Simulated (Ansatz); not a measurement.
## WS$_{2}$: an electron-density study

Space group P6_3/mmc; the calculation finds a residual pressure of about 2 GPa at this fixed cell.

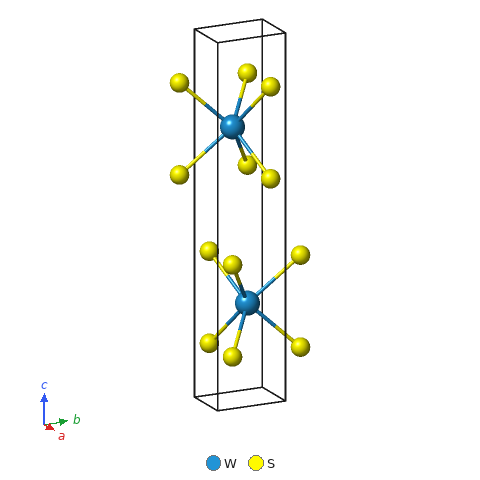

The conventional cell.

```
W S
1.0
     3.18000    0.00000    0.00000
    -1.59000    2.75396    0.00000
     0.00000    0.00000   12.50000
W S
2 4
Direct
  0.33333 0.66667 0.25000
  0.66667 0.33333 0.75000
  0.33333 0.66667 0.62500
  0.66667 0.33333 0.12500
  0.33333 0.66667 0.87500
  0.66667 0.33333 0.37500
```

The calculation used DFT PBE, scalar-relativistic, plane waves, PAW (Ansatz 0.2.0).

Core electrons are frozen (PAW), so the maps are meaningful between the atoms, not at the nuclei.

### 1. Bonding charge

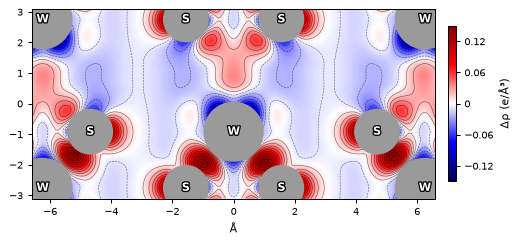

Bonding charge density, ρ(crystal) − Σ ρ(neutral atoms): a map on the (110) plane of the conventional cell, with grey discs over the atomic cores. Cores are masked to 1.0 Å (W) and 0.7 Å (S).

Question: What does the deformation density say about the bonding?

Answer: S–W (2.41 Å): Δρ is +0.11 e/Å³ at the midpoint, with a peak of 0.15 e/Å³ 1.0 Å from S: bond charge of a polar bond.
W–W (3.18 Å): Δρ is +0.019 e/Å³ at the midpoint (this contact isn't in the plane drawn).
Over the whole cell, outside the masked cores, the largest gain, 0.15 e/Å³, lies 0.9 Å from a sulfur nucleus and 1.5 Å from a tungsten one, and the largest loss lies at the edge of the masked core of W.
The rearranged charge, half the integral of |Δρ|, is about 0.22 e an atom.
Bader charges: W +1.38 and S −0.69 e.

### 2. One group of states

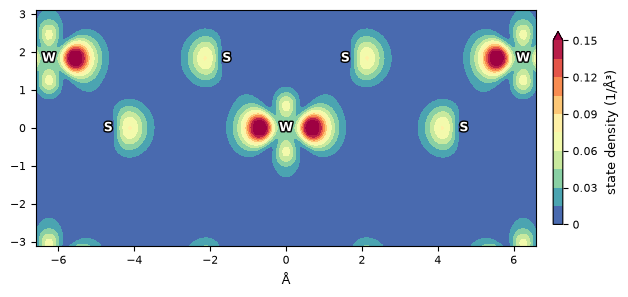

*Density of the Kohn–Sham states from −0.6 to 0.0 eV about the valence-band maximum (the top of the valence band), scaled to one electron a cell: a map on the (110) plane of the conventional cell.*

Question: Describe these states.

Answer: Löwdin projections on the PAW files' atomic orbitals give W 5d (60 %) and S 3p (35 %).
In space (atomic cells sized by Bader volumes) the density divides as S about 50 % and W about 50 %.

### 3. Moving an atom

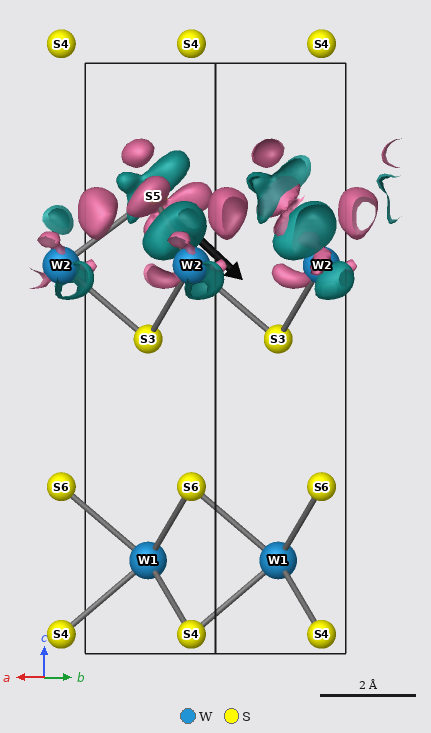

*S5 was moved by 0.15 Å roughly along [−2 2 −1] in the axes of the cell drawn (arrow, not to scale). Change of the density less the rigid motion of the neutral atom's own density: teal surfaces at +0.01 and pink ones at −0.01 e/Å³, in the cell of the calculation (origin moved) seen along [110].*

Question: Describe the electronic response.

Answer: About 0.10 e is rearranged in the cell. Outside the cores the largest gain, 0.05 e/Å³, lies 1.1 Å from a tungsten nucleus and 1.2 Å from a sulfur one, and the largest loss lies at the edge of the masked core of S.

Question: What restoring force does the calculation give for this move?

Answer: The force on it changes by 2.50 eV/Å along the move, against it: a stiffness of about 17 eV/Å² for this sublattice shift.

### 4. Another level of theory

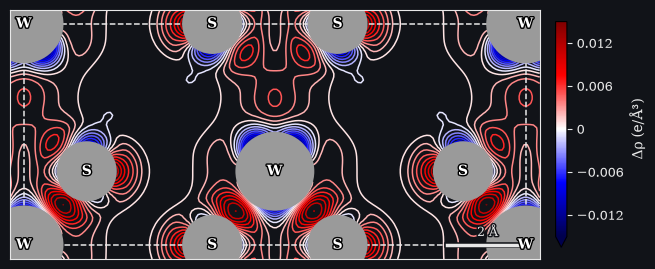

WS$_{2}$: difference of two self-consistent densities at the same geometry, ρ(HSE06) − ρ(PBE), on the (110) plane of the conventional cell. Grey discs cover the cores, where the PAW densities can't be compared. Cores are masked to 1.0 Å (W) and 0.7 Å (S).

Both runs: Ansatz, scalar-relativistic, plane waves and PAW, same cutoff, k-points and PAW files (made with PBE).

Question: How does the change of level move the electrons?

Answer: Against PBE, and outside the masked cores, the largest gain, 0.012 e/Å³, lies 1.1 Å from a sulfur nucleus and 1.4 Å from a tungsten one, and the largest loss lies at the edge of the masked core of W.
- Bader charges are W +1.38 and S −0.69 e with PBE and W +1.46 and S −0.73 e with HSE06.
- At this volume the pressure is 2 GPa with PBE and roughly −2 GPa with HSE06.
- The gap on the mesh is 1.14 eV with PBE and 1.62 eV with HSE06.

### 5. Change of volume

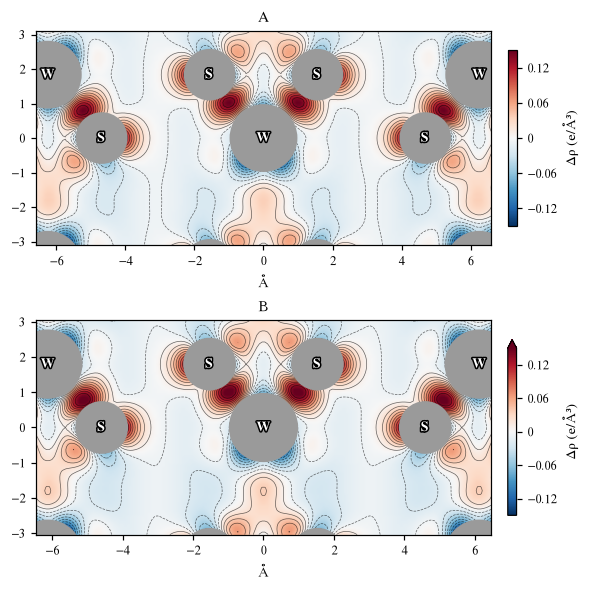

WS$_{2}$: deformation density on the (110) plane of the conventional cell at two volumes, with the same fractional coordinates and one colour scale. Grey discs cover the cores. Panel B has 94 % of the volume of panel A.

Question: What changes between the database cell and the scaled one?

Answer: The pressure is 2 GPa in A and 14 GPa in B.
- Bader charges stay at W +1.38 and S −0.69 e.
- The rearranged charge is 0.22 e an atom in A and 0.22 e in B.
- The scaled cell isn't relaxed: forces reach 1.3 eV/Å.

### 6. Putting it together

Charge passes from W (Pauling electronegativity 2.36) to S (2.58), the direction that the scale predicts; the Bader charges fall short of whole formal charges, as they usually do. The two pressures give a mean stiffness −ΔP/Δln V of about 187 GPa over this range, with the atoms held at their fractional positions.

Run times: 20 s (base cell), 1.5 s (state densities), 36 s (moved atom), 2.1 min (HSE06) and 24 s (scaled cell), on 2 threads of Intel(R) Xeon(R) 6975P-C (Granite Rapids), on a shared host.
